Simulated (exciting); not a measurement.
**Ag: 6 runs along one coordinate**

System: Ag (1 atom in the cell).
Method: Kohn-Sham DFT of a periodic cell, PBEsol, all-electron LAPW+lo, shipped species files, no spin polarisation (exciting sodium).

The 6 runs differ only in the geometry, by an even scaling of the cell at fixed fractional positions. The structure derives from an entry of the Crystallography Open Database.

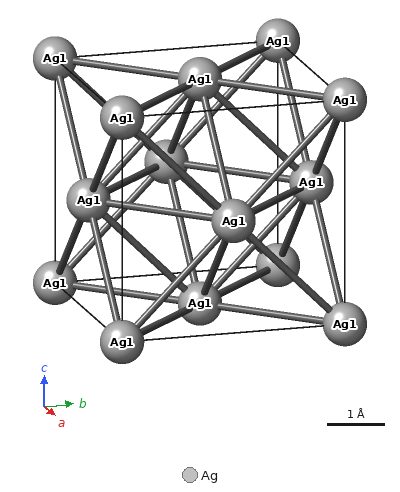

Figure 1. The structure of run 4 (ball-and-stick view of the cell 4 times as large as that of the calculation, set on its symmetry axes, seen slightly off an axis; atoms are numbered from 1 in the order of the input).

## Input of run 4
```
<input>
  <title>Ag</title>
  <structure speciespath="./" tshift="false">
    <crystal scale="1">
      <basevect>0.000000000000 3.885803276545 3.885803276545</basevect>
      <basevect>3.885803276545 0.000000000000 3.885803276545</basevect>
      <basevect>3.885803276545 3.885803276545 0.000000000000</basevect>
    </crystal>
    <species speciesfile="Ag.xml" rmt="2.3">
      <atom coord="0.000000000000 0.000000000000 0.000000000000"/>
    </species>
  </structure>
  <groundstate do="fromscratch" ngridk="11 11 11" rgkmax="9" gmaxvr="14" lmaxapw="10" lmaxmat="10" lmaxvr="8" xctype="GGA_PBE_SOL" stype="Fermi Dirac" swidth="0.00183747" nempty="12" ValenceRelativity="iora*" epsengy="1e-05" epspot="1e-05" maxscl="60" outputlevel="normal"/>
</input>
```

Command:
```bash
OMP_NUM_THREADS=1 exciting_smp
```

Lattice vectors (Å) and fractional positions of run 4:
```
   0.000000    2.056279    2.056279
   2.056279    0.000000    2.056279
   2.056279    2.056279    0.000000
Ag  0.000000  0.000000  0.000000
```

Run 3 has the same physical settings and fractional positions; its lattice vectors (Å) are:
```
   0.000000    2.042750    2.042750
   2.042750    0.000000    2.042750
   2.042750    2.042750    0.000000
```

## Results, with one run withheld

| run | volume per atom (Å³) | free energy per atom, from the lowest run given (meV) |
| --- | --- | --- |
| 1 | 16.025 | 6.57 |
| 2 | 16.366 | 0.00 |
| 3 | 17.048 | ? |
| 4 | 17.389 | 10.56 |
| 5 | 17.730 | 22.22 |
| 6 | 18.071 | 37.63 |

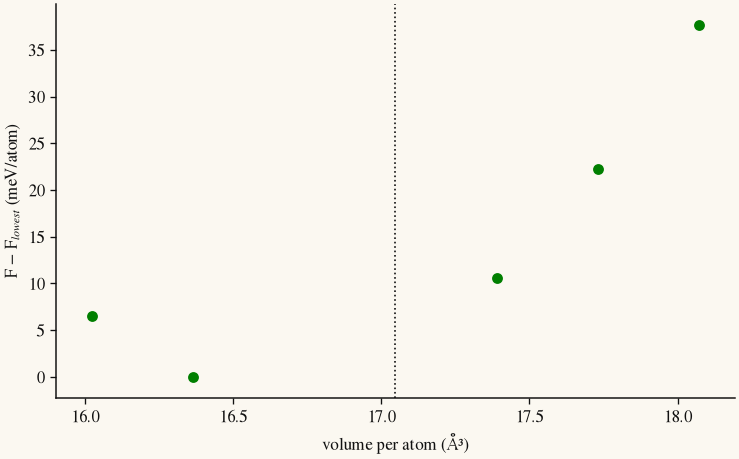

Figure 2. Free energy per atom of the runs given; the dotted line marks run 3.

What should run 3 give?

A cubic polynomial in V^(−2/3) (the Birch–Murnaghan form), fitted to the 5 runs given, misses them by at most 0.09 meV per atom. With x = V^(−2/3) − 0.15075 Å⁻², it reads F = 3.1854 − 3167 x + 5.5498e+05 x² + 6.9612e+05 x³ (meV per atom). At run 3 it gives 2.52 meV per atom, and the run itself gives 1.87. The fit has its minimum at 16.614 Å³ per atom, where V d²F/dV² gives 113 GPa: the bulk modulus at this level, since symmetry fixes the shape and the positions. So low a polynomial doesn't follow these energies more closely.

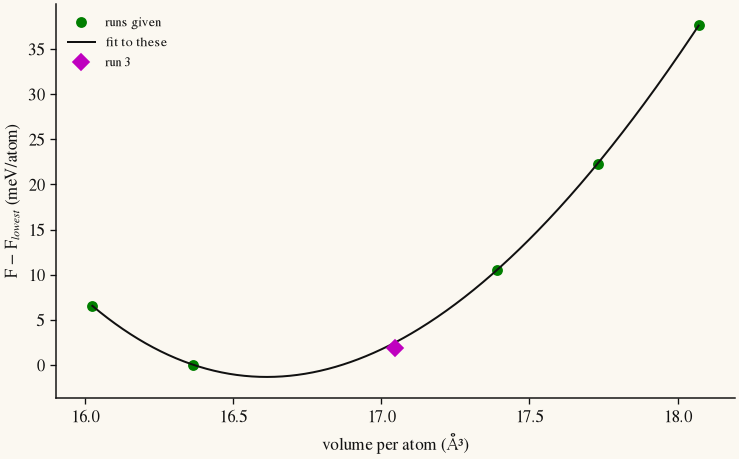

Figure 3. The fit and the withheld run.

## Some lines of the output (run 3)
```
[...]
 Total energy                               :     -5314.79526743
 Fermi energy                               :         0.30297705
 DOS at Fermi energy (states/Ha/cell)       :         9.08064170
 Absolute change in total energy   (target) :  0.329773E-02  ( 0.100000E-04)
 Total energy                               :     -5314.79549928
 Fermi energy                               :         0.30297739
 DOS at Fermi energy (states/Ha/cell)       :         9.08066080
 Absolute change in total energy   (target) :  0.231847E-03  ( 0.100000E-04)
 Total energy                               :     -5314.79550262
 DOS at Fermi energy (states/Ha/cell)       :         9.08066193
 Absolute change in total energy   (target) :  0.334668E-05  ( 0.100000E-04)
 Total energy                               :     -5314.79550478
 Absolute change in total energy   (target) :  0.215114E-05  ( 0.100000E-04)
 Total energy                               :     -5314.79550468
```
